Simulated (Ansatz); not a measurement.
# Run report: TiSi2, single-point calculation

The run: single-point calculation of TiSi2 (Cmcm, 6 atoms in the cell). Method and program: DFT r2SCAN, scalar-relativistic, plane waves, PAW, no spin polarisation (Ansatz 0.2.0).

The structure derives from a Materials Project entry. It belongs to a series of runs on one base structure; here: bulk in the cell of the (0 1 0) plane. Figures and captions count atoms from 1; the log counts them from 0 in places.

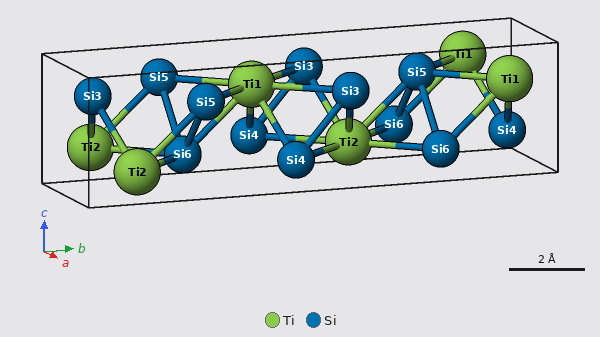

**Figure 1.** The input geometry (ball-and-stick view of the cell 2 times as large as that of the calculation, set on its symmetry axes, seen slightly off an axis; atoms are numbered from 1 in the order of the input). An atom can appear more than once, as a periodic image. Near neighbours in the periodic cell (some may lie outside the picture): Ti has 10 Si at 2.58 to 2.81 Å; Si has 2 Si at 2.38 Å and 6 Ti at 2.58 to 2.81 Å; Si has 4 Si at 2.51 Å and 4 Ti at 2.66 Å.

Summary

- outcome: converged
- space group (tolerance 0.01 Å): Cmcm (63)
- electrons treated: 40
- free energy: −7568.3264 eV
- Fermi energy: 13.029 eV
- gap on the k-point mesh: none (metallic)
- pressure: 0.01 GPa
- largest force (length of the vector): 0.004 eV/Å
- hardware: 2 threads of Intel Xeon (Sapphire Rapids), 192 GiB of memory available, shared host
- wall time: 20 s (CPU time 38 s)
- peak memory: 0.8 GiB

Remarks

The program warns: the k-point mesh lowers the symmetry that the run can use.

Input file
```yaml
crystal:
  lattice:
    - [3.5284141149, 0.0, 0.0]
    - [0.0, 3.5645615983, 0.0]
    - [1.7642070574, 0.0, 6.7554406614]
  atoms:
    - { symbol: Ti, position: [0.8968274838, 0.75, 0.2063450324] }
    - { symbol: Ti, position: [0.1031725162, 0.25, 0.7936549676] }
    - { symbol: Si, position: [0.5583048681, 0.75, 0.8833902639] }
    - { symbol: Si, position: [0.4416951319, 0.25, 0.1166097361] }
    - { symbol: Si, position: [0.249811484, 0.75, 0.500377032] }
    - { symbol: Si, position: [0.750188516, 0.25, 0.499622968] }
basis:
  ecutwfc: 500
kpoints:
  mp_grid: { grid: [10, 10, 5] }
hamiltonian:
  xc: r2scan
scf:
  occupations: { method: gaussian, width: 0.1 }
output:
  forces: true
  stress: true
  eigenvalues: true
```

Command:
```bash
ansatz run input.yaml --threads 2 --pin off --max-ram 5120MiB --backend cpu --events-out ev --progress --plain --runs-dir out
```

Output
```
Warning: crystal.symmetry: narrowed to the stabiliser of the k-point mesh — unitary ops 8 → 4; excluded 4 operations that carry a point of the 10×10×5 mesh (shift [0, 0, 0]) off the mesh (the run samples exactly the mesh kpoints.mp_grid names, as under crystal.symmetry.detect: false, and its converged state has the mesh's symmetry, not the crystal's; ε∞, the Born charges and the force constants of a linear response (`dielectric:` by the response, `phonons.method: dfpt`) are averaged over those of the crystal's operations that the state keeps within a tolerance, where `mesh_tensors`, `unaveraged_element` or `gamma_mean_max_change_ev_ang2` stands beside them; a row that `dielectric.field_direction` solves alone is averaged likewise, with nothing beside; a Γ-centred mesh of equal divisions is mapped onto itself by every operation and keeps the whole group, as does a half-shifted one under kpoints.further_shifts: images)
Engine: ansatz 0.2.0, x86_64-unknown-linux-gnu
Pseudopotentials: kind: paw
Pseudopotential: Ti, paw, valence charge 12, recommended cutoff 500 eV (meta_gga), Ti.paw.azcp
Pseudopotential: Si, paw, valence charge 4, recommended cutoff 500 eV (meta_gga), Si.paw.azcp
Functional definition: r2SCAN
  parameter k0 = 0.174
  parameter k1 = 0.065
  parameter a1 = 4.9479
  exchange = r2scan_x(k0 = k0, k1 = k1, a1 = a1)
  correlation = r2scan_c
Crystal: 6 atoms, lattice volume = 84.965 Å³
Basis set: ecut = 500 eV, 2175 PW (Γ), exchange–correlation on 108×108×216 points (64 copies of the dense FFT grid, shifted against one another)
Bands: 26, of which v1, the nominal top of the filled ones, is band 20 counted from 1 (19 counted from 0)
Symmetry: 4 space group operations
k-points: 156 of 500
Non-local potential: Ti, projectors of the file, l = 0: 3, l = 1: 2, l = 2: 3, l = 3: 1
Non-local potential: Si, projectors of the file, l = 0: 2, l = 1: 2, l = 2: 2
PAW form: soft (Blöchl's): semilocal exchange-correlation on the pseudo side does not see the compensation charge
PAW frozen core: Ti, regenerated for the run's functional (the file was generated under x = pbe(κ = 0.804, μ = 0.2195149727645171), c = pbe(β = 0.06672455060314922))
PAW frozen core: Si, regenerated for the run's functional (the file was generated under x = pbe(κ = 0.804, μ = 0.2195149727645171), c = pbe(β = 0.06672455060314922))
PAW one-centre angular grid: Ti, 590 points (default); XC on 160 Gauss nodes
PAW one-centre angular grid: Si, 302 points (default); XC on 160 Gauss nodes
Initial density: superposition of atomic densities (neutral atoms: chi_scale 0, normalization atom), corrected by the library's trained network
Initial wavefunctions: pseudopotential atomic-orbital guess
Functional: x = r2scan, c = r2scan; τ floored in thin density (d = 2e-4 eV/Å³)
SCF iter   1: F=—  HF=-7568.187879 eV  |F-HF|=—  |Δ(HF+E_count)|=         —  Δρ=8.77e-3  dr2=4.60e-2  dr2_τ=5.64e-2  ethr=1.77e-3  ⟨swp⟩=6.0  Hψ=20324  notcnv=0
preconditioner: auto → Kerker (q_TF=auto, 2.406 Å⁻¹)  [metal: Δε(μ)=0.019 eV  Ē_g=6.960 eV  σ=0.100 eV  W_gap=0.11  n_scr=18 (ndim 8)  ℏωp=19.7 eV  f_vac=0.000  D(μ)=1.36/eV (n_scr^D=2)]
SCF iter   2: F=—  HF=-7568.324760 eV  |F-HF|=—  |Δ(HF+E_count)|=   1.37e-1  Δρ=4.33e-3  dr2=1.38e-2  dr2_τ=7.94e-4  ethr=1.15e-4  ⟨swp⟩=2.0  Hψ=9071  notcnv=0  defer=220
SCF iter   3: F=—  HF=-7568.325927 eV  |F-HF|=—  |Δ(HF+E_count)|=   1.17e-3  Δρ=2.49e-3  dr2=4.36e-3  dr2_τ=7.14e-5  ethr=3.46e-5  ⟨swp⟩=1.0  Hψ=3840  notcnv=0  defer=220
SCF iter   4: F=—  HF=-7568.326362 eV  |F-HF|=—  |Δ(HF+E_count)|=   4.36e-4  Δρ=2.43e-4  dr2=4.14e-5  dr2_τ=1.40e-6  ethr=1.09e-5  ⟨swp⟩=2.1  Hψ=5683  notcnv=0  defer=220
SCF iter   5: F=—  HF=-7568.326379 eV  |F-HF|=—  |Δ(HF+E_count)|=   1.71e-5  Δρ=5.18e-5  dr2=2.57e-6  dr2_τ=8.24e-8  ethr=1.04e-7  ⟨swp⟩=2.5  Hψ=6465  notcnv=0  defer=220
SCF iter   6: F=—  HF=-7568.326380 eV  |F-HF|=—  |Δ(HF+E_count)|=   6.92e-7  Δρ=1.20e-5  dr2=1.40e-7  dr2_τ=3.91e-9  ethr=6.43e-9  ⟨swp⟩=2.0  Hψ=5624  notcnv=0  defer=220
SCF iter   7: F=-7568.326380 eV  HF=-7568.326380 eV  |F-HF|=1.17e-9  |Δ(HF+E_count)|=   6.50e-8  Δρ=3.05e-6  dr2=7.42e-9  dr2_τ=4.45e-10  ethr=2.50e-10  ⟨swp⟩=8.9  Hψ=17408  notcnv=0
SCF 1 converged in 7 iterations: F = -7568.326380 eV  dr2 = 7.42e-9
  greatest PAW one-centre occupation: 1.001 electrons in one spin orbital (limit 2), on the Ti atom at site 1 (counted from 0), in its partial waves of l = 1
```

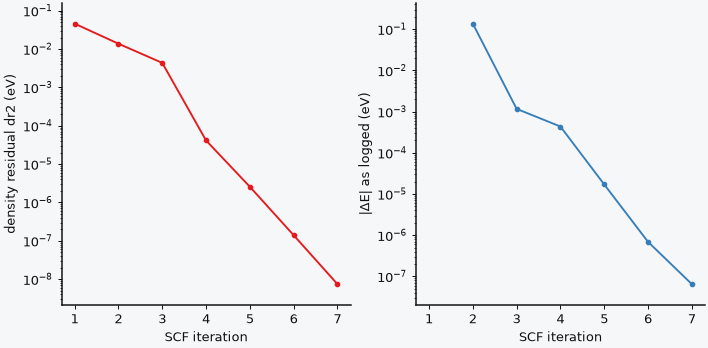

**Figure 2.** Convergence of the self-consistent field: density residual dr2 and size of the energy change against the SCF iteration. The residual falls at every step.

```
SCF converged after 7 iterations
Free energy (F): -7568.326380 eV
Harris-Foulkes:  -7568.326380 eV  (|F-HF|=1.17e-9)
Internal energy: -7568.319479 eV  (E = F + TS)
E sigma→0 (E₀):  -7568.322929 eV
Entropy (-TS):   -0.006901 eV (-1.150 meV/atom)
Fermi energy:    13.029113 eV
--- Per-component energies (eV) ---
  E_band       = -254.417843
  E_kinetic    = 721.476385
  E_local      = -2059.252447  (includes V_loc(G=0)·N_el)
  E_nonlocal   = 113.419136
  E_hartree    = 895.794846
  E_xc         = -399.385394
  E_vxc        = -476.468574  (∫ρ·V_xc dr)
  E_paw        = -4192.412740  (= ΣΔE_a)
  E_vpaw       = -372.085493  (= ΣTr[D̂ρ^β])
  E_aug_tail   = 0.000216  (compensation charges beyond the density's cutoff)
  E_vtau       = 26.904166  (kinetic-family band-sum trace: ∫τ·v_τ [+ j·A + Jᵃ·Aᵃ] dr)
  E_ewald      = -2647.146835
  E_core_change = -0.812646  (= ΣΔE_core)
  E_smearing   = -0.006901  (= −TS)
  E_closure    = 0.000000  (closes the sum)
  Σ components = -7568.326380   (vs F -7568.326380, Δ=0.00e0)
--- Forces (eV/Å), atoms counted from 1 ---
  atom   1  Ti    -0.00382621    -0.00000000    -0.00130793
  atom   2  Ti     0.00382621     0.00000000     0.00130793
  atom   3  Si    -0.00034644    -0.00000000    -0.00046136
  atom   4  Si     0.00034644     0.00000000     0.00046136
  atom   5  Si     0.00314366     0.00000000     0.00090805
  atom   6  Si    -0.00314366    -0.00000000    -0.00090805
  max |Σ_I F_I| component: 2.17e-19 eV/Å
--- Stress (GPa, compression-positive) ---
       -0.038973      -0.000000       0.002758
       -0.000000       0.064192       0.000000
        0.002758       0.000000       0.014662
  P = ⅓ Tr σ = 0.0133 GPa (0.133 kbar)
--- Band table (eV; the first three rows and the last of 156) ---
  k-point 0: bands = ["-46.1922", "-46.1824", "-21.4980", "-21.4483", "-21.4437", "-21.4342", "-21.4161", "-21.4053", "-0.8328", "1.5262", "3.9529", "9.5220", "9.7015", "9.8845", "10.2196", "10.3599", "10.7520", "10.8077", "10.8517", "13.5084", "13.8889", "13.9432", "13.9925", "14.4216", "14.5863", "15.2360"]
  k-point 1: bands = ["-46.1921", "-46.1824", "-21.4958", "-21.4485", "-21.4435", "-21.4340", "-21.4163", "-21.4076", "-0.7074", "1.1027", "4.5624", "9.1024", "9.6411", "9.7138", "9.8757", "10.2138", "10.6507", "10.7945", "11.5946", "13.4758", "13.9044", "13.9278", "13.9359", "14.1039", "15.1285", "15.4363"]
  k-point 2: bands = ["-46.1920", "-46.1825", "-21.4919", "-21.4488", "-21.4432", "-21.4337", "-21.4167", "-21.4116", "-0.3728", "0.4319", "5.7599", "7.6227", "9.7346", "9.7735", "9.8627", "10.2039", "10.4408", "10.8658", "11.8188", "13.4325", "13.7690", "13.8380", "13.9814", "14.2707", "15.2546", "15.7812"]
  k-point 155: bands = ["-46.1790", "-46.1790", "-21.5080", "-21.5080", "-21.5001", "-21.5001", "-21.4202", "-21.4202", "3.8028", "3.8028", "5.0144", "5.0144", "6.3070", "6.3070", "8.6692", "8.6692", "9.4566", "9.4566", "10.4598", "10.4598", "14.9632", "14.9632", "15.1720", "15.1720", "15.7063", "15.7063"]
```

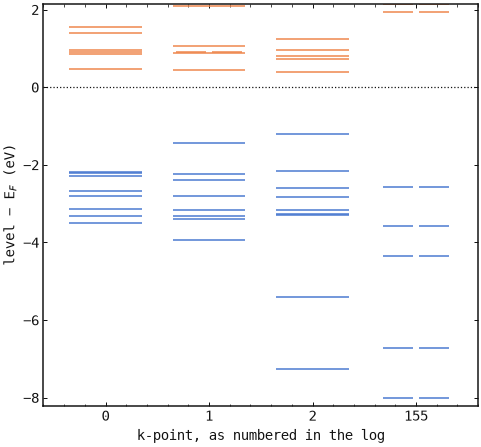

**Figure 3.** Kohn–Sham levels near the Fermi level (dotted) at the few k-points that the log prints; levels within 0.02 eV of each other stand side by side. The system is metallic on the full mesh.
